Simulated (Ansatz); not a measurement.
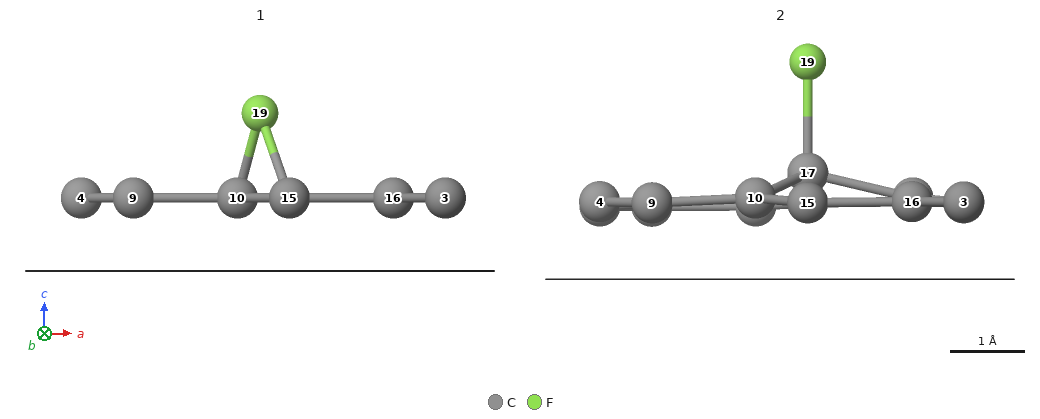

Two geometries of a slab of composition C₁₈F, drawn at one scale. One is the start of a relaxation, the other its converged end. A ball-and-stick model of the cell of the calculation, outlined in the plane, without the vacuum (origin shifted), seen along the b axis.

Theory: DFT PBEsol, scalar-relativistic, plane waves, PAW in Ansatz. Set-up: plane-wave cutoff 420 eV; k-point mesh 2 × 2 × 1; occupations fermi dirac; smearing width 0.05 eV; collinear spin; atoms relaxed in a fixed cell; force threshold 0.03 eV/Å; at most 60 steps.

Which geometry has the lower energy?

Structure 2 is the relaxed one. It is F on graphene monolayer, set down by a guess. The run prepares an end point of a later path (adatom hop) calculation, from a guessed geometry. Over 12 geometry steps the energy falls by 4.587 eV per cell of the calculation. The largest force component goes from 13 to 0.025 eV/Å. The atom that moves furthest relative to the layer's centre is the F atom (0.97 Å at 43° to the normal (+c side)). By element the largest moves are F 0.97 Å, C 0.34 Å. The cell stays as it was. Near-neighbour distances that change, for instance: C–F 1.368 → 2.352 Å, C–F 1.357 → 1.522 Å, C–C 1.424 → 1.477 Å, C–C 1.424 → 1.414 Å. Bond angles that change, for instance: C–C–F 58.9° → 103.3°, C–C–C 120.0° → 114.9°, C–C–F 107.3° → 103.3°. The program noted that the starting moments weren't kept.

Limits of the set-up: the k-point mesh is coarse for a cell with partly filled bands; the periodic images lie only 7.4 Å apart, so the values are limited by the cell's size.
